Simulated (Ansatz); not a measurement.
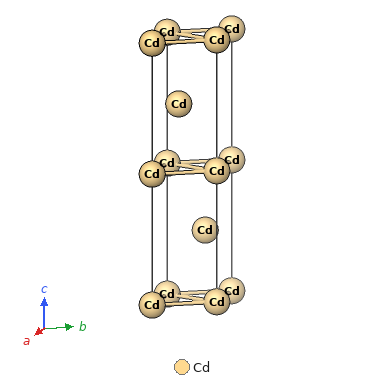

System: Cd, space group P6_3/mmc (No. 194). The picture shows the conventional cell.

The given structure:
```
Cd
1.0
     2.96045    0.00000    0.00000
    -1.48022    2.56382    0.00000
     0.00000    0.00000   11.64336
Cd
4
Cartesian
  0.0000 0.0000 0.0000
  0.0000 1.7092 2.9108
  0.0000 0.0000 5.8217
  1.4802 0.8546 8.7325
```

Input of one of the runs behind the figure:
```
crystal:
  lattice:
    - [3.0930676374, 0.0, 0.0]
    - [-1.5465338187, 2.6786751496, 0.0]
    - [0.0, 0.0, 10.43073696]
  atoms:
    - { symbol: Cd, position: [0.0, 0.0, 0.0] }
    - { symbol: Cd, position: [0.33333333, 0.66666667, 0.25] }
    - { symbol: Cd, position: [0.0, 0.0, 0.5] }
    - { symbol: Cd, position: [0.66666667, 0.33333333, 0.75] }
basis:
  ecutwfc: 500
kpoints:
  mp_grid: { grid: [15, 15, 4] }
hamiltonian:
  xc: r2scan
scf:
  occupations: { method: gaussian, width: 0.1 }
output:
  forces: true
  stress: true
  eigenvalues: true
relax:
  adjacent_minimum: "off"
  f_tol: 0.005
  max_steps: 80
  cell: { stress_tol: 0.05 }
```

Launched with:
```bash
ansatz run input.yaml --threads 1 --pin off --max-ram 2560MiB --backend cpu --events-out ev --progress --plain --runs-dir out
```

Calculation (Ansatz 0.2.0): third-order Birch-Murnaghan fit to density functional energies at scaled volumes of the given relaxed cell, shape and atoms relaxed at each volume; energies count from the fitted minimum; plane waves with PAW datasets, Γ-centred k mesh. Level: r2SCAN, no spin polarisation.

wave cutoff 500 eV; k mesh 15×15×4; occupations Gaussian; smearing width 0.1 eV.

Predict the energy above the minimum and pressure against volume. The volume takes the values 20.768, 21.431, 22.093, 22.756, 23.419 Å³/atom.

A third-order Birch–Murnaghan fit gives V0 = 22.11 Å³/atom, B0 = 38.3 GPa. The energy above the minimum is 12.2 meV/atom at volume 20.768 Å³/atom and 7.5 meV/atom at 23.419 Å³/atom; the lowest computed point is at volume 22.093 Å³/atom (0.1 meV/atom), and no other minimum shows among the points. The pressure falls from 3.33 GPa at volume 20.768 Å³/atom to −1.81 GPa at 23.419 Å³/atom, and changes sign near 22.09 Å³/atom. The solid is metallic at every point.

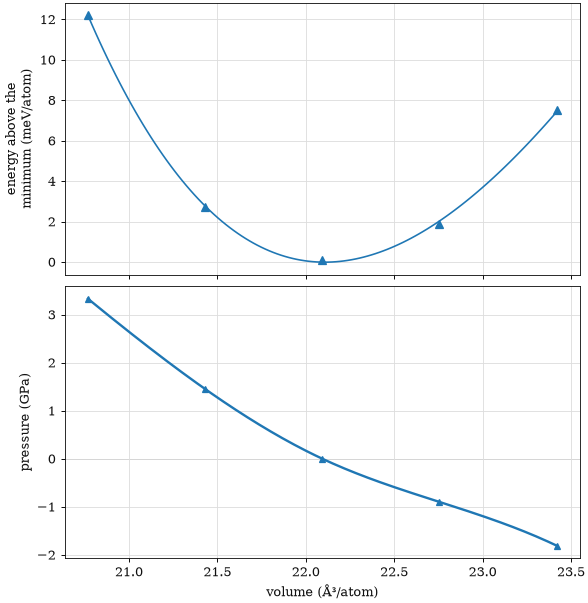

Note: pressure derivative unusual.
